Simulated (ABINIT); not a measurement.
**Ti: phonon calculation (part 1 of 2)**

- system: Ti (2 atoms in the cell)
- method: Kohn-Sham DFT of a periodic cell, LDA, JTH PAW LDA v2.0, no spin polarisation (ABINIT 10.8.3)

The structure derives from an entry of the Crystallography Open Database.

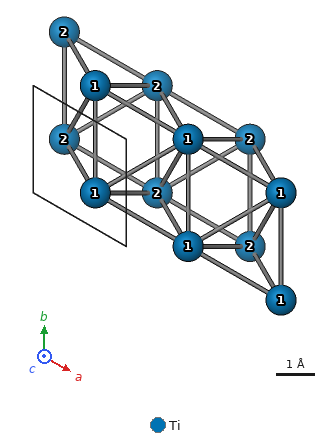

The structure as given in the input (ball-and-stick view of the cell of the calculation, repeated 3 × 2 × 1, along the c axis; atoms are numbered from 1 in the order of the input). An atom can appear more than once, as a periodic image. Near neighbours in the periodic cell (some may lie outside the picture): Ti has 12 Ti at 2.80 to 2.87 Å.

Input file
```
ndtset 2

pp_dirpath "./"
pseudos "Ti.LDA_PW-JTH.xml"

acell 3*1.0 Angstrom
rprim
     2.8709461800     0.0000000000     0.0000000000
    -1.4354730900     2.4863123200     0.0000000000
     0.0000000000     0.0000000000     4.5235635700
ntypat 1
znucl 22
natom 2
typat 1 1
chkprim 0
chksymtnons 0
tolsym 1.0e-6
xred
            2/3            1/3            3/4
            1/3            2/3            1/4

ecut 15.0
pawecutdg 30.0
ecutsm 0.5

ngkpt 12 12 8
nshiftk 1
shiftk 0.0 0.0 0.0

ixc 7

nband 20
occopt 7
tsmear 0.1 eV

nstep 80

prteig 0
prtebands 0
prtwf 0
prtden 0
prtpot 0

kptopt1 1
tolvrs1 1.0e-11
prtwf1 1
tolwfr1 1.0e-14
nbdbuf1 4
nline1 6

rfphon2 1
rfatpol2 1 2
rfdir2 1 1 1
getwfk2 1
kptopt2 2
nqpt2 1
qpt2 0.0 0.0 0.0
tolvrs2 1.0e-8
```

File mrgddb.in
```
merged_DDB
Ti
2
runo_DS1_DDB
runo_DS2_DDB
```

File anaddb.abi
```
ddb_filepath "merged_DDB"
output_file "anaddb.abo"
outdata_prefix "ana"
asr 1
chneut 0
dipdip 0
dieflag 0
enunit 0
eivec 1
nph1l 1
qph1l 0.0 0.0 0.0 1.0
```

Command:
```bash
mpirun --bind-to none -np 4 abinit run.abi > log 2>&1
mrgddb < mrgddb.in > mrgddb.log 2>&1
anaddb anaddb.abi > anaddb.log 2>&1
```

Log
```
.Version 10.8.3 of ABINIT
 DATASET    1 : space group P6_3/m m c (#194); Bravais hP (primitive hexag.)
================================================================================
 Values of the parameters that define the memory need for DATASET  1.
     intxc =       0    ionmov =       0      iscf =      17    lmnmax =      18
     lnmax =       6     mgfft =      30  mpssoang =       3    mqgrid =    3001
     natom =       2  nloc_mem =       2    nspden =       1   nspinor =       1
    nsppol =       1      nsym =      24    n1xccc =       1    ntypat =       1
    occopt =       7   xclevel =       1
       mpw =         619          nfft =       12000          nkpt =          95
Pmy_natom=         1
 PAW method is used; the additional fine FFT grid is defined by:
   mgfftf=        45    nfftf =     40500
================================================================================
================================================================================

 DATASET    2 : space group P6_3/m m c (#194); Bravais hP (primitive hexag.)
================================================================================
 Values of the parameters that define the memory need for DATASET  2 (RF).
     intxc =       0      iscf =       7    lmnmax =      18     lnmax =       6
     mgfft =      30  mpssoang =       3    mqgrid =    3001     natom =       2
  nloc_mem =       2    nspden =       1   nspinor =       1    nsppol =       1
      nsym =      24    n1xccc =       1    ntypat =       1    occopt =       7
   xclevel =       1
      nfft =       12000          nkpt =         580
Pmy_natom=         1
================================================================================
================================================================================

--------------------------------------------------------------------------------
------------- Echo of variables that govern the present computation ------------
--------------------------------------------------------------------------------
 -outvars: echo values of preprocessed input variables --------
            acell      1.8897261259E+00  1.8897261259E+00  1.8897261259E+00 Bohr
              amu      4.78800000E+01
          chkprim           0
      chksymtnons           0
             ecut      1.50000000E+01 Hartree
           ecutsm      5.00000000E-01 Hartree
           getwfk1          0
           getwfk2          1
             iscf1         17
             iscf2          7
                       outvar_i_n : Printing only first  50 k-points.
              ixc           7
           jdtset        1    2
                       outvar_i_n : Printing only first  50 k-points.
           kptopt1          1
           kptopt2          2
         kptrlatt       12    0    0      0   12    0      0    0    8
          kptrlen      6.51036239E+01
            natom           2
            nband1         20
            nband2         20
           nbdbuf1          4
           nbdbuf2          2
           ndtset           2
            ngfft          20      20      30
          ngfftdg          30      30      45
             nkpt1         95
             nkpt2        580
            nline1          6
            nline2          4
             nqpt1          0
             nqpt2          1
            nstep          80
             nsym          24
           ntypat           1
                       prtocc : prtvol=0, do not print more k-points.
                       prtocc : prtvol=0, do not print more k-points.
           occopt           7
        optdriver1          0
        optdriver2          1
        pawecutdg      3.00000000E+01 Hartree
           prtden           0
        prtebands           0
           prteig           0
            prtwf1          1
            prtwf2          0
           rfphon1          0
           rfphon2          1
            rprim      2.8709461800E+00  0.0000000000E+00  0.0000000000E+00
                      -1.4354730900E+00  2.4863123200E+00  0.0000000000E+00
                       0.0000000000E+00  0.0000000000E+00  4.5235635700E+00
          spgroup         194
           tolsym      1.00000000E-06
           tolvrs1     1.00000000E-11
           tolvrs2     1.00000000E-08
           tolwfr1     1.00000000E-14
           tolwfr2     0.00000000E+00
           tsmear      3.67493222E-03 Hartree
            typat      1  1
           useylm           1
                       outvars : Printing only first  50 k-points.
           xangst      1.4354730900E+00  8.2877077333E-01  3.3926726775E+00
                      -5.3123175858E-17  1.6575415467E+00  1.1308908925E+00
            xcart      2.7126510012E+00  1.5661497828E+00  6.4112221953E+00
                      -1.0038825331E-16  3.1322995655E+00  2.1370740651E+00
             xred      6.6666666667E-01  3.3333333333E-01  7.5000000000E-01
                       3.3333333333E-01  6.6666666667E-01  2.5000000000E-01
            znucl       22.00000

================================================================================

 chkinp: Checking input parameters for consistency, jdtset=   1.

 chkinp: Checking input parameters for consistency, jdtset=   2.

================================================================================
== DATASET  1 ==================================================================

--- !DatasetInfo
iteration_state: {dtset: 1, }
dimensions: {natom: 2, nkpt: 95, mband: 20, nsppol: 1, nspinor: 1, nspden: 1, mpw: 619, }
cutoff_energies: {ecut:  15.0, pawecutdg:  30.0, }
electrons: {nelect:   2.40000000E+01, charge:   0.00000000E+00, occopt:   7.00000000E+00, tsmear:   3.67493222E-03, }
meta: {optdriver: 0, ionmov: 0, optcell: 0, iscf: 17, paral_kgb: 0, }
...

 Exchange-correlation functional for the present dataset will be:
  LDA: Perdew-Wang 92 LSD fit to Ceperley-Alder data - ixc=7
  J.P.Perdew and Y.Wang, PRB 45, 13244 (1992)

 Real(R)+Recip(G) space primitive vectors, cartesian coordinates (Bohr,Bohr^-1):
 R(1)=  5.4253020  0.0000000  0.0000000  G(1)=  0.1843215  0.1064181  0.0000000
 R(2)= -2.7126510  4.6984493  0.0000000  G(2)=  0.0000000  0.2128362  0.0000000
 R(3)=  0.0000000  0.0000000  8.5482963  G(3)=  0.0000000  0.0000000  0.1169824
 Unit cell volume ucvol=  2.1790040E+02 bohr^3
 Angles (23,13,12)=  9.00000000E+01  9.00000000E+01  1.20000000E+02 degrees

 Coarse grid specifications (used for wave-functions):

 getcut: wavevector=  0.0000  0.0000  0.0000  ngfft=  20  20  30
         ecut(hartree)=     15.000   => boxcut(ratio)=   2.01294

 Fine grid specifications (used for densities):

 getcut: wavevector=  0.0000  0.0000  0.0000  ngfft=  30  30  45
         ecut(hartree)=     30.000   => boxcut(ratio)=   2.08760

--- Pseudopotential description ------------------------------------------------
- pspini: atom type   1  psp file is ./Ti.LDA_PW-JTH.xml
 Pseudopotential format is: paw10
 basis_size (lnmax)=  6 (lmn_size= 18), orbitals=   0   0   1   1   2   2
 Spheres core radius: rc_sph= 2.30802695
 Shapefunction is BESSEL type: shapef(r,l)=aa(1,l)*jl(q(1,l)*r)+aa(2,l)*jl(q(2,l)*r)
 Radius for shape functions =  2.01037111
 Compensation charge density is not taken into account in XC energy/potential

   1.19384070E+03                                ecore*ucvol(ha*bohr**3)
--------------------------------------------------------------------------------

================================================================================

--- !BeginCycle
iteration_state: {dtset: 1, }
solver: {iscf: 17, nstep: 80, nline: 6, wfoptalg: 10, }
tolerances: {tolwfr: 1.00E-14, tolvrs: 1.00E-11, }
...

     iter   Etot(hartree)      deltaE(h)  residm     nres2
 ETOT  1  -114.55009564085    -1.146E+02 1.068E+01 7.063E+00
 ETOT  2  -117.48499450117    -2.935E+00 5.246E-03 6.157E+00
 ETOT  3  -117.45672068412     2.827E-02 1.164E-03 6.008E-01
 ETOT  4  -117.45465788292     2.063E-03 2.471E-04 1.456E-02
 ETOT  5  -117.45472793874    -7.006E-05 5.030E-06 9.716E-05
 ETOT  6  -117.45472828838    -3.496E-07 5.147E-08 3.221E-05
 ETOT  7  -117.45472820585     8.252E-08 3.262E-08 1.525E-06
 ETOT  8  -117.45472820304     2.814E-09 1.087E-09 1.251E-07
 ETOT  9  -117.45472820271     3.254E-10 9.736E-11 2.261E-08
 ETOT 10  -117.45472820265     6.034E-11 1.097E-11 3.847E-10
 ETOT 11  -117.45472820269    -4.243E-11 2.772E-13 7.322E-13
 ETOT 12  -117.45472820271    -1.599E-11 9.999E-15 2.078E-14

 At SCF step   12  max residual=  1.00E-14 < tolwfr=  1.00E-14 AND nres2   =  2.08E-14 < tolvrs=  1.00E-11 =>converged.

 Cartesian components of stress tensor (hartree/bohr^3)
  sigma(1 1)=  4.55057799E-06  sigma(3 2)=  0.00000000E+00
  sigma(2 2)=  4.55067464E-06  sigma(3 1)=  0.00000000E+00
  sigma(3 3)= -1.79586816E-05  sigma(2 1)=  0.00000000E+00

--- !ResultsGS
iteration_state: {dtset: 1, }
comment   : Summary of ground state results
lattice_vectors:
- [  5.4253020,   0.0000000,   0.0000000, ]
- [ -2.7126510,   4.6984493,   0.0000000, ]
- [  0.0000000,   0.0000000,   8.5482963, ]
lattice_lengths: [   5.42530,    5.42530,    8.54830, ]
lattice_angles: [ 90.000,  90.000, 120.000, ] # degrees, (23, 13, 12)
lattice_volume:   2.1790040E+02
convergence: {deltae: -1.599E-11, res2:  2.078E-14, residm:  9.999E-15, diffor: null, }
etotal    :  -1.17454728E+02
entropy   :   0.00000000E+00
fermie    :   3.05950717E-01
cartesian_stress_tensor: # hartree/bohr^3
- [  4.55057799E-06,   0.00000000E+00,   0.00000000E+00, ]
- [  0.00000000E+00,   4.55067464E-06,   0.00000000E+00, ]
- [  0.00000000E+00,   0.00000000E+00,  -1.79586816E-05, ]
pressure_GPa:   8.6865E-02
xred      :
- [  6.6667E-01,   3.3333E-01,   7.5000E-01, Ti]
- [  3.3333E-01,   6.6667E-01,   2.5000E-01, Ti]
cartesian_forces: # hartree/bohr
- [ -3.17640003E-27,  -5.50168624E-27,  -0.00000000E+00, ]
- [  3.17640003E-27,   5.50168624E-27,  -0.00000000E+00, ]
force_length_stats: {min:   6.35280006E-27, max:   6.35280006E-27, mean:   6.35280006E-27, }
...

 Integrated electronic density in atomic spheres:
 ------------------------------------------------
 Atom  Sphere_radius  Integrated_density
    1        2.30803         10.26301080
    2        2.30803         10.26301080

================================================================================

 ----iterations are completed or convergence reached----

 Mean square residual over all n,k,spin=   40.808E-16; max=  99.989E-16
 reduced coordinates (array xred) for    2 atoms
       0.666666666667      0.333333333333      0.750000000000
       0.333333333333      0.666666666667      0.250000000000
 rms dE/dt=  2.6324E-26; max dE/dt=  5.1699E-26; dE/dt below (all hartree)
    1       0.000000000000      0.000000000000      0.000000000000
    2       0.000000000000      0.000000000000      0.000000000000

 cartesian coordinates (angstrom) at end:
    1      1.43547309000000     0.82877077333333     3.39267267750000
    2     -0.00000000000000     1.65754154666667     1.13089089250000
```
